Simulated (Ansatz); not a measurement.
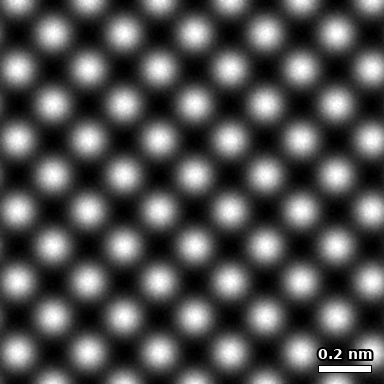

An image along [001] of one of the structures below (computed or model cells, partly hypothetical, each in its standard cell). The image is simulated as a sum over atoms of Z^1.7, blurred by a 1.11 Å probe (no channelling). The probe carries 15 % of its weight in a tail 2.5 times as wide. Shot noise was added.

A. Ge
Space group Fd-3m:1 (No. 227). a = 5.660 Å, b = 5.660 Å, c = 5.660 Å, α = 90.00°, β = 90.00°, γ = 90.00°
| atom | site | symmetry | x | y | z |
| --- | --- | --- | --- | --- | --- |
| Ge | 8a | -43m | 0.0000 | 0.0000 | 0.0000 |

B. Mo
Space group Im-3m (No. 229). a = 3.150 Å, b = 3.150 Å, c = 3.150 Å, α = 90.00°, β = 90.00°, γ = 90.00°
```csv
atom,site,symmetry,x,y,z
Mo,2a,m-3m,0.0000,0.0000,0.0000
```

C. TiO
Space group P4_2/mmc (No. 131). a = 3.169 Å, b = 3.169 Å, c = 4.884 Å, α = 90.00°, β = 90.00°, γ = 90.00°
| atom | site | symmetry | x | y | z |
| --- | --- | --- | --- | --- | --- |
| Ti | 2c | mmm. | 0.0000 | 0.5000 | 0.0000 |
| O | 2e | -4m2 | 0.0000 | 0.0000 | 0.2500 |

D. Ru
Space group P6_3/mmc (No. 194). a = 2.702 Å, b = 2.702 Å, c = 4.267 Å, α = 90.00°, β = 90.00°, γ = 120.00°
```tsv
atom	site	symmetry	x	y	z
Ru	2d	-6m2	0.3333	0.6667	0.7500
```

Which structure was imaged?

Answer. A, Ge. Along [001] the projected cells are A 2.00 × 2.00 Å, 90°; B 2.23 × 2.23 Å, 90°; C 3.17 × 3.17 Å, 90°; D 2.70 × 2.70 Å, 120°. The image repeats as A does.

Structure A: the input geometry of a calculation.
